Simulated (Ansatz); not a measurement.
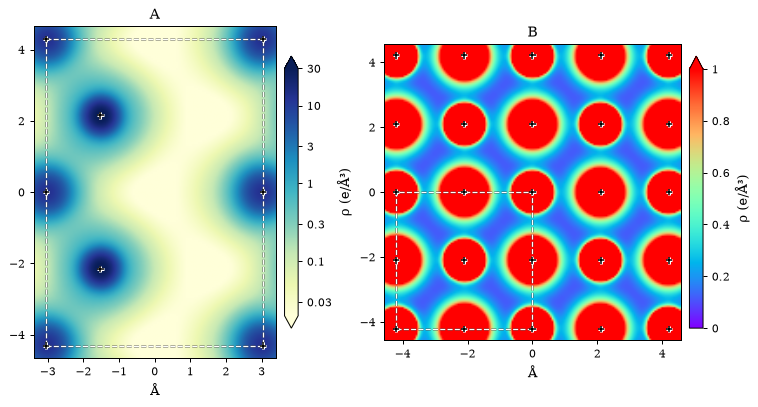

The valence electron density of 2 systems, each on a plane through atoms (crosses mark nuclei in the plane).

Method: Ansatz, DFT PBEsol, scalar-relativistic, plane waves, PAW.

System 1: InAs, the (110) plane of the conventional cell. Space group F-43m; a generated structure, not necessarily the stable one.

```yaml
crystal:
  lattice:
    - [6.08778, 0.00000, 0.00000]
    - [0.00000, 0.00000, -6.08778]
    - [0.00000, 6.08778, 0.00000]
  atoms:
    - { symbol: In, position: [0.50000, 0.50000, 0.00000] }
    - { symbol: In, position: [0.00000, 0.50000, 0.50000] }
    - { symbol: In, position: [0.00000, 0.00000, 0.00000] }
    - { symbol: In, position: [0.50000, 0.00000, 0.50000] }
    - { symbol: As, position: [0.25000, 0.75000, 0.25000] }
    - { symbol: As, position: [0.75000, 0.75000, 0.75000] }
    - { symbol: As, position: [0.75000, 0.25000, 0.25000] }
    - { symbol: As, position: [0.25000, 0.25000, 0.75000] }
```

System 2: MgO, the (010) plane of the conventional cell. Space group Fm-3m.

```cif
data_structure
_symmetry_space_group_name_H-M 'P 1'
_symmetry_Int_Tables_number 1
_cell_length_a 4.2143
_cell_length_b 4.2143
_cell_length_c 4.2143
_cell_angle_alpha 90.000
_cell_angle_beta 90.000
_cell_angle_gamma 90.000
_cell_volume 74.85
loop_
_atom_site_label
_atom_site_type_symbol
_atom_site_fract_x
_atom_site_fract_y
_atom_site_fract_z
_atom_site_occupancy
Mg1 Mg 0.00000 0.00000 0.00000 1
Mg2 Mg 0.50000 0.50000 0.00000 1
Mg3 Mg 0.50000 0.00000 0.50000 1
Mg4 Mg 0.00000 0.50000 0.50000 1
O1 O 0.50000 0.00000 0.00000 1
O2 O 0.00000 0.50000 0.00000 1
O3 O 0.00000 0.00000 0.50000 1
O4 O 0.50000 0.50000 0.50000 1
```

Match each panel to its system.

Panel A is system 1, InAs: the plane holds In and As. In–As (2.64 Å): the density is about 0.41 e/Å³ at the midpoint. Panel B is system 2, MgO: the plane holds Mg and O. Mg–O (2.11 Å): ρ at the midpoint is about 0.34 e/Å³.
